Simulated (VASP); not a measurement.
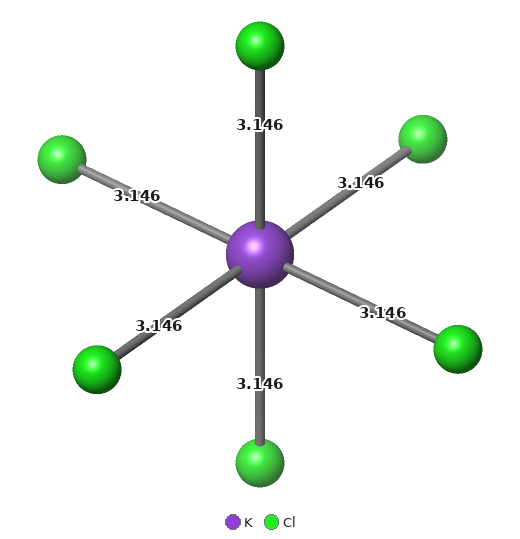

The surroundings of site K1 (at 0.000, 0.000, 0.000) in KCl (Fm-3m, No. 225), with bond lengths in Å.

The cell is taken from an entry of the Crystallography Open Database, as set up for an electronic-structure calculation.

```
CELL_PARAMETERS angstrom
6.29294 0.00000 0.00000
0.00000 6.29294 0.00000
0.00000 0.00000 6.29294
ATOMIC_POSITIONS crystal
K 0.00000 0.00000 0.00000
Cl 0.50000 0.00000 0.00000
K 0.00000 0.50000 0.50000
Cl 0.50000 0.50000 0.50000
K 0.50000 0.00000 0.50000
Cl 0.00000 0.00000 0.50000
K 0.50000 0.50000 0.00000
Cl 0.00000 0.50000 0.00000
```

Bond valence s = exp((R0 − d)/b), R0 fitted to published crystal structures with b = 0.37 Å; R0 in Å: K+–Cl 2.509.

Question: Calculate the bond-valence sum of K1 from the bonds drawn.

Answer: 6 × 0.179 = 1.07 v.u., against a formal valence of 1: a close match.

Question: And over the whole structure?

Answer:
```tsv
site	x, y, z	formal valence	bond-valence sum	difference
K1	0.000, 0.000, 0.000	+1	1.07	0.07
Cl1	0.500, 0.000, 0.000	−1	1.07	0.07
```

These sums include all anions within 5 Å. The global instability index (root mean square of the differences over all atoms) is 0.07 v.u.: little strain. The cell was not relaxed for this table, and a volume that is off by a few per cent shifts all sums together.
